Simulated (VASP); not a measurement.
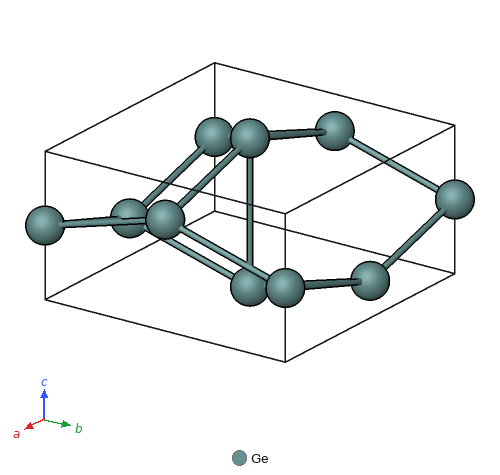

Ge, space group I4_1/amd:1 (No. 141), a = 5.149 Å, b = 5.149 Å, c = 2.795 Å, α = 90.00°, β = 90.00°, γ = 90.00°

```tsv
site	Wyckoff	x	y	z
Ge	4b	0.0000	0.0000	0.5000
```

Source: a cell listed in the Materials Project, as set up for an electronic-structure calculation.

How is the cell volume shared among the sites in a plain Voronoi partition?

```tsv
site	faces above 1 % of the sphere	volume (Å³)	solid angle by neighbour (%)
Ge	10	18.52	Ge 100
```

Weighted by multiplicity the volumes add up to the cell volume, 74.1 Å³.

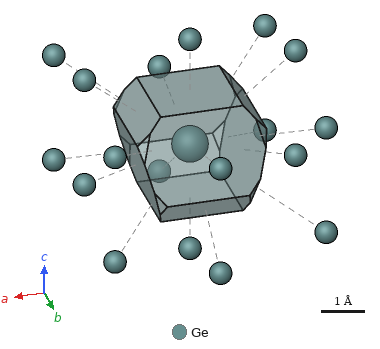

The computed Voronoi cell of Ge, with the neighbours that bound it.
